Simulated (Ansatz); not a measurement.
Take the following structure.

```yaml
crystal:
  lattice:
    - [2.54604, 0.00000, 0.00000]
    - [0.00000, 2.54604, 0.00000]
    - [0.00000, 0.00000, 2.98883]
  atoms:
    - { symbol: Ni, position: [0.00000, 0.00000, 0.00000] }
    - { symbol: Ni, position: [0.50000, 0.50000, 0.50000] }
```

### What does this file describe?

The element is nickel. Its lattice is body-centred tetragonal, its space group I4/mmm (No. 139). The cell holds two atoms. Each Ni has twelve Ni at 2.34 to 2.55 Å. The bonds build a three-dimensional framework.

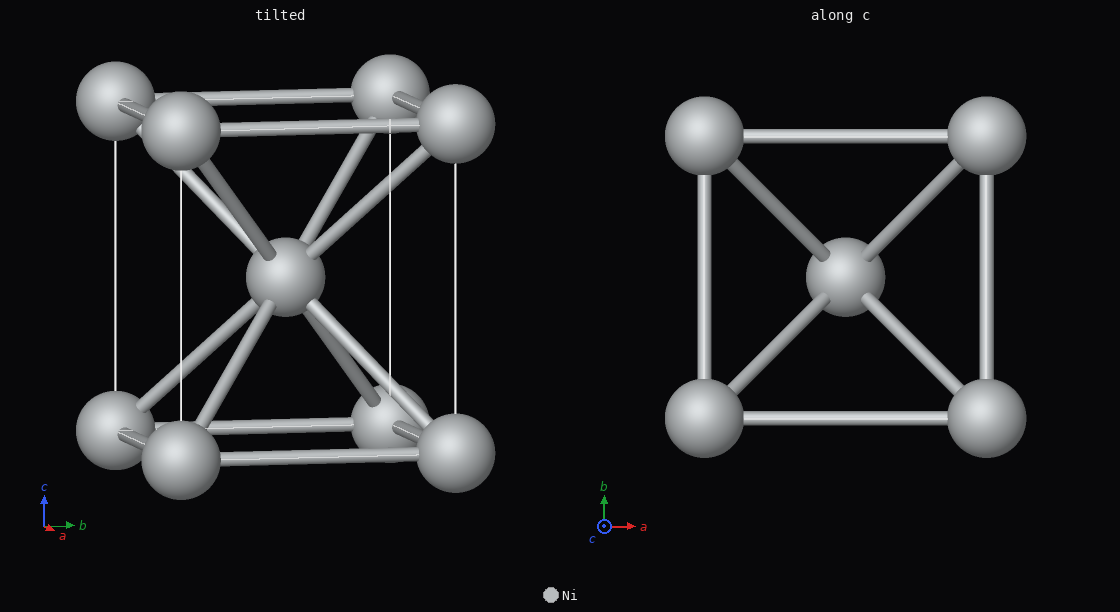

A ball-and-stick rendering, viewed slightly off an axis and along the c axis. The edges of the conventional unit cell are marked. Colours: nickel light grey.

It goes back to a structure listed in the Materials Project. The cell was then strained or its atoms displaced on purpose. It was the input of a calculation with Ansatz.

At this level of theory the cell isn't at rest (compressed, at 20 GPa), so its distances can differ from those at equilibrium, the more so the softer the solid.
